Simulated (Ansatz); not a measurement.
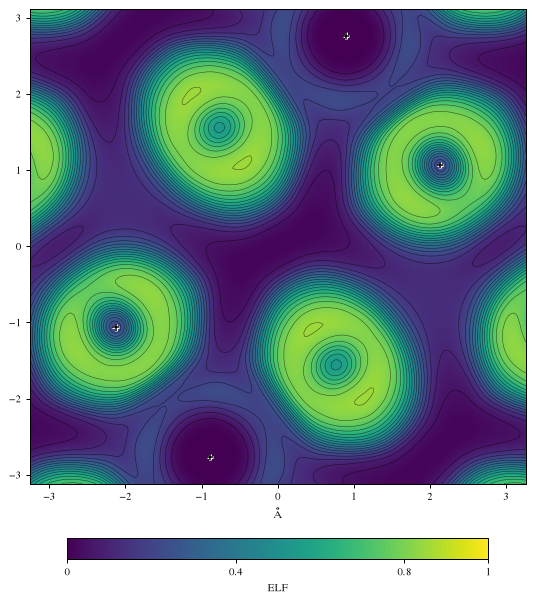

The electron localisation function on a plane through atoms (crosses mark nuclei in the plane).

These are results of DFT LDA, scalar-relativistic, plane waves, PAW (Ansatz 0.2.0), not measurements.

Candidates:
A. SnO2, a = 5.81 Å, b = 5.81 Å, c = 5.81 Å, α = 112.69°, β = 107.89°, γ = 107.89°. Space group P4₂/mnm; a structure from a database of computed crystals, not necessarily the ambient phase; changed on purpose from its base cell (volume × 1.06, shape and atoms relaxed); computed pressure about −10 GPa in this cell.
B. TiCo2, a = 6.49 Å, b = 6.49 Å, c = 6.49 Å, α = 90.00°, β = 90.00°, γ = 90.00°. Space group Fd-3m; the program warned that a starting moment wasn't kept; spin-polarised, but the moments vanished.

Which system is this?

Candidate A: SnO2 on the (101̄) plane of the calculation cell, which holds Sn and O. Sn–O (2.10 Å): the ELF peaks at about 0.80 in the valence shell of O, 0.6 Å from its nucleus, and is about 0.25 at the midpoint (no localised pair shows between them).
